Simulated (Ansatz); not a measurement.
The calculation's input:

```
crystal:
  lattice:
    - [0.0, 3.0702712, 3.0702712]
    - [3.0702712, 0.0, 3.0702712]
    - [3.0702712, 3.0702712, 0.0]
  atoms:
    - { symbol: Cd, position: [0.0, 0.0, 0.0] }
    - { symbol: Se, position: [0.25, 0.25, 0.25] }
basis:
  ecutwfc: 420
kpoints:
  mp_grid: { grid: [10, 10, 10] }
hamiltonian:
  xc: pbesol
scf:
  occupations: { method: gaussian, width: 0.02 }
output:
  forces: true
  stress: true
  eigenvalues: true
  write_density: true
  write_potential: true
  elf: true
  volumetric_format: npy
relax:
  adjacent_minimum: "off"
  f_tol: 0.005
  max_steps: 80
  cell: { stress_tol: 0.05 }
```

Launched as:

```sh
ansatz run input.yaml --threads 2 --pin off --max-ram 5120MiB --backend cpu --events-out ev --progress --plain --runs-dir out
```

Below, planes, directions and counts refer to the conventional cell (a = 6.08 Å, b = 6.08 Å, c = 6.08 Å, α = 90.00°, β = 90.00°, γ = 90.00°).

The fields are those of the relaxed geometry.

Space group F-43m; a generated structure, not necessarily the stable one.

The calculation used DFT PBEsol, scalar-relativistic, plane waves, PAW (Ansatz).

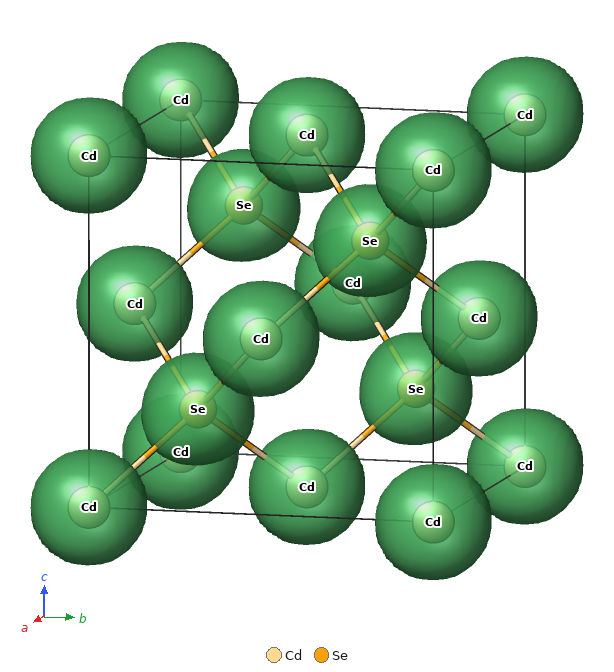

CdSe. Isosurface of the valence pseudo-density at 0.6 e/Å³ (green), seen slightly off an axis. Sticks mark near contacts.

The density is the valence pseudo-density of a PAW calculation; it isn't the true density close to the nuclei.

How is the density connected at this value?

Answer. At this value the density breaks into separate islands; it holds about 80 % of the electrons treated as valence (semicore included). It bridges none of the near contacts. It is pinched off along the shortest Cd–Se (2.63 Å) contacts. On the grid the lowest density along these lines, outside the cores, is 0.38 e/Å³ (Cd–Se, 2.63 Å).

Does the calculation make it a metal, or give it a gap?

Answer. It is gapped, with a Kohn–Sham gap of 0.48 eV on the k-point mesh (the band edges may lie off the mesh, which would make the gap smaller).
